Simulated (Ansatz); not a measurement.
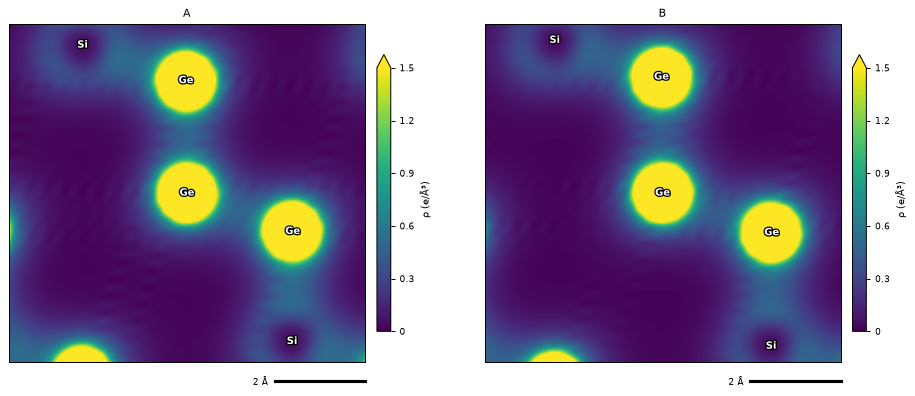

SiGe₃. The valence electron density of two cells that differ in size, on the (001) plane of each (indices in the axes of the calculation cell), at one length scale and on one colour scale; one has 22.9 and the other 25.2 Å³ an atom.

Method: Ansatz 0.2.0, DFT PBE, scalar-relativistic, plane waves, PAW.

The larger cell:

```
Si Ge
1.0
    -2.93051    2.93051    5.85769
     2.93051   -2.93051    5.85769
     2.93051    2.93051   -5.85769
Si Ge
2 6
Direct
  0.00000 0.00000 0.00000
  0.75000 0.25000 0.50000
  0.63424 0.62500 0.50924
  0.50000 0.50000 0.00000
  0.11576 0.12500 0.49076
  0.37500 0.88424 0.00924
  0.87500 0.36576 0.99076
  0.25000 0.75000 0.50000
```

The smaller cell: a = 6.953 Å, b = 6.953 Å, c = 6.953 Å, α = 131.81°, β = 131.81°, γ = 70.52°.

> Which panel shows the smaller cell, and what does the compression change?

Panel A is the smaller cell, by 9 % in volume. From the larger cell to the smaller, Ge–Ge goes from 2.57 to 2.49 Å, and the density at its midpoint from 0.42 to 0.48 e/Å³; Si–Ge goes from 2.51 to 2.43 Å, and the density at its midpoint from 0.46 to 0.52 e/Å³; the pressure goes from −5 to 0.0 GPa; the Kohn–Sham gap goes from metallic to 0.37 eV.
